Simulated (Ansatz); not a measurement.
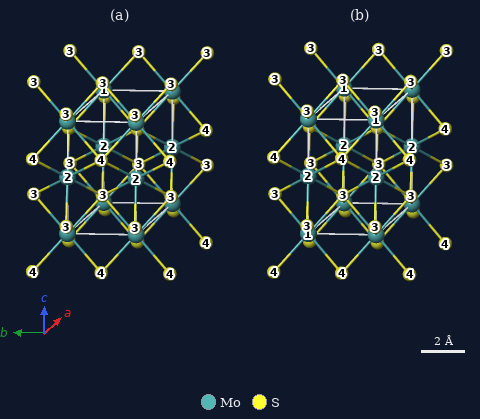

The structure of a crystal of MoS (built on the nickel arsenide type) before (left) and after (right) a relaxation, at one scale.

Style: ball-and-stick. Shown: the cell of the calculation, from a free direction.

All numbers below come from DFT PBE, scalar-relativistic, plane waves, PAW (Ansatz 0.2.0). Set-up: plane-wave cutoff 420 eV; k-point mesh 12 × 12 × 8; occupations gaussian; smearing width 0.1 eV; no spin polarisation; cell and atoms relaxed; force threshold 0.01 eV/Å; at most 80 steps.

Summarise the run.

Over 3 accepted moves (4 points after the start) the energy falls by 3.6 meV per atom. All forces vanish by symmetry, so only the cell relaxes. Pressure: 0.17 GPa at the start and −0.01 GPa at the end. At 1 point the geometry stayed and the basis and grid were re-selected for the new cell (energy shift of less than 0.05 meV per atom at most each time). The atoms keep their places relative to the cell (all moves are under 0.005 Å). Cell: a = b 3.270 → 3.232 Å (−1.1 %), c 6.330 → 6.456 Å (+2.0 %). Volume −0.3 %. Some distances before and after: Mo1–S3 2.463 → 2.467 Å. The space group stays P6_3/mmc (No. 194). The run took 20 s on 1 thread of Intel(R) Xeon(R) 6975P-C (Granite Rapids), with other jobs on the host, peak memory 0.48 GiB.
